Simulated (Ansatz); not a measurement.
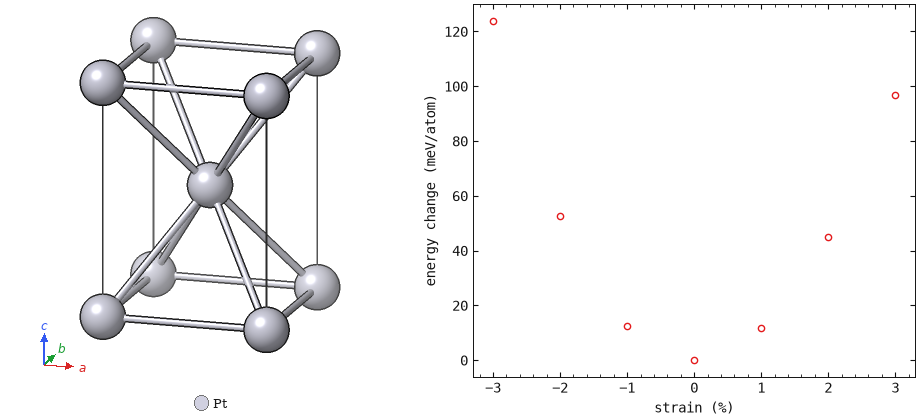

The plot gives the computed energy change against strain for Pt, space group Fm-3m (No. 225). The cell is drawn beside the plot.

The given structure:
```
CELL_PARAMETERS angstrom
1.95903 1.95903 0.00000
-1.95903 1.95903 0.00000
0.00000 0.00000 3.91806
ATOMIC_POSITIONS crystal
Pt 0.00000 0.00000 0.00000
Pt 0.50000 0.50000 0.50000
```

Calculation (Ansatz 0.2.0): energy, stress and cell of a relaxed crystal along a series of strains, atoms and what the cell freedom names relaxed within the symmetry; stress is positive in compression; plane waves with PAW datasets, Γ-centred k mesh; energies extrapolated to zero smearing. Level: PBEsol, no spin polarisation.

| setting | value |
| --- | --- |
| wave cutoff | 420 eV |
| k mesh | 18×18×14 |
| occupations | Gaussian |
| smearing width | 0.1 eV |
| strain kind | isotropic |
| cell freedom | cell held, all vectors scaled |

From this curve and the settings, what does the calculation give for the stress xx and stress zz at the same points?

The stress xx falls from 33.54 GPa at strain −3 % to −20.06 GPa at 3 %, and changes sign near 0 %. The stress zz falls from 33.41 GPa at strain −3 % to −20.07 GPa at 3 %, and changes sign near 0 %.

```json
{"strain (%)": "-3", "stress xx (GPa)": "33.54", "stress zz (GPa)": "33.41"}
{"strain (%)": "-2", "stress xx (GPa)": "20.51", "stress zz (GPa)": "20.40"}
{"strain (%)": "-1", "stress xx (GPa)": "9.41", "stress zz (GPa)": "9.33"}
{"strain (%)": "0", "stress xx (GPa)": "0.01", "stress zz (GPa)": "-0.06"}
{"strain (%)": "1", "stress xx (GPa)": "-7.92", "stress zz (GPa)": "-7.97"}
{"strain (%)": "2", "stress xx (GPa)": "-14.55", "stress zz (GPa)": "-14.58"}
{"strain (%)": "3", "stress xx (GPa)": "-20.06", "stress zz (GPa)": "-20.07"}
```
